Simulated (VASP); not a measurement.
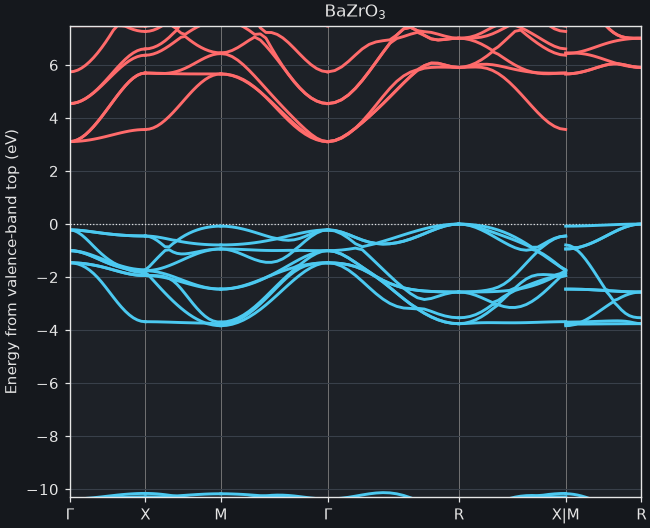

Band structure. Energies are counted from the top of the valence band.

System: cubic perovskite-type BaZrO$_{3}$, space group Pm-3m, 5 atoms in the cell.

```xyz
5
Lattice="4.1894 0.0000 0.0000 0.0000 4.1894 0.0000 0.0000 0.0000 4.1894" Properties=species:S:1:pos:R:3 pbc="T T T"
Ba    0.0000    0.0000    0.0000
Zr    2.0947    2.0947    2.0947
O     2.0947    0.0000    2.0947
O     2.0947    2.0947    0.0000
O     0.0000    2.0947    2.0947
```

VASP; PBEsol, VASP PAW PBE potentials, release 64 (Ba_sv, Zr_sv, O), no spin polarisation, no spin-orbit coupling, 6×6×6 k mesh, 520 eV cutoff, Gaussian smearing of 0.02 eV.

Question: Is there a gap? Give its size, its kind and where the band edges lie.

Answer: The material is gapped. The gap along this path is 3.11 eV and indirect, from the valence-band top at R to the conduction-band bottom at Γ; the smallest direct gap is 3.33 eV, at Γ. At M the top valence band lies only 0.08 eV lower.

Question: What are the direct gaps at M, Γ and R?

Answer: The direct gaps are 5.74 eV at M, 3.33 eV at Γ and 5.91 eV at R.

The PAW data sets were made with another functional. LDA, GGA and most meta-GGA functionals understate gaps. The cell was derived from a database entry in an earlier step, so it needn't be the measured one.
